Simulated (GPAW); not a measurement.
## MgO (Fm-3m): how ε∞ follows the gap

The empty bands of MgO (Fm-3m) are shifted up rigidly by Δ, and ε∞ is computed for each shift.

The structure is cubic, space group Fm-3m (No. 225). The conventional cell has a = 4.217 Å, b = 4.217 Å, c = 4.217 Å, α = 90.00°, β = 90.00°, γ = 90.00°. Mg on site a has 6 O at 2.11 Å as nearest neighbours. O on site b is surrounded by 6 Mg at 2.11 Å.

Method: GPAW 26.7.0, LDA, RPA, k-mesh 14×14×14, local fields up to 50 eV, Lorentzian half width 0.15 eV.

Launch of the response step: `OMP_NUM_THREADS=1 python df.py`. The series took 47 s in all, its band step included, on 1 thread of Arm Neoverse V2, on a shared host.

| Δ (eV) | ε∞ |
| --- | --- |
| 0.00 | 3.121 |
| 0.40 | 3.046 |
| 0.80 | 2.977 |
| 1.20 | 2.913 |
| 1.60 | ? |
| 2.00 | 2.799 |

With one effective transition at E₀ and fixed dipole strength, ε∞ − 1 = A/(E₀ + Δ), so 1/(ε∞ − 1) is linear in Δ.

Working, on the rows shown:

| x = Δ (eV) | y = 1/(ε∞ − 1) |
| --- | --- |
| 0 | 0.471476 |
| 0.4 | 0.488759 |
| 0.8 | 0.505817 |
| 1.2 | 0.522739 |
| 2 | 0.555864 |

Means: x̄ = 0.88, ȳ = 0.50893. Σ(x − x̄)(y − ȳ) = 0.09988, Σ(x − x̄)² = 2.368. Slope = 0.09988 / 2.368 = 0.04218; intercept = ȳ − slope · x̄ = 0.47181. Turned back into ε∞, the line misses the rows shown by at most 0.0015.

Problem. What does the fit predict for the withheld row, and how well does it do?

Solution. At x = 1.6 the line gives y = 0.5393, that is 2.854. The run gave 2.854, so the interpolation holds to the digits printed.

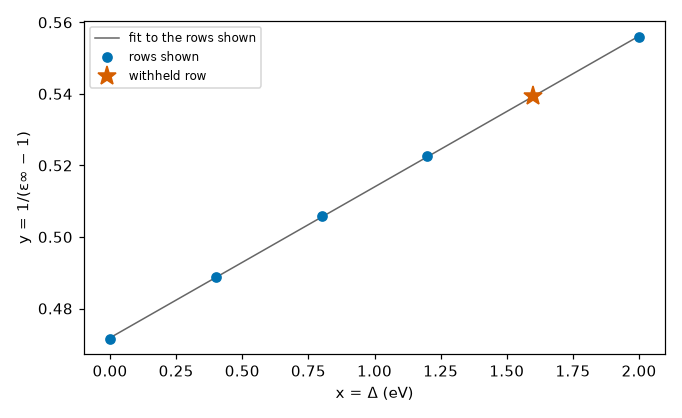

Refitted with all rows, the slope is 0.04219 and the intercept 0.47181. These give E₀ = intercept/slope = 11.2 eV, far above the least direct gap of 4.65 eV: most of the screening comes from transitions well over the edge. Over the first step ε∞ falls by 6 % per eV. The cell comes from an older database entry, whose edges can be off by a per cent or so. Excitons are left out; LDA gaps are as a rule too small. The values come from a sum over the points of one k-mesh and carry its error, which grows as the direct gap shrinks. This version of GPAW has incomplete matrix elements in the optical limit, which can lower ε − 1 by up to a tenth where first-row anions or d states rule. The local-field cutoff holds few shells of reciprocal vectors for this small cell, so ε∞ can read a few per cent high.
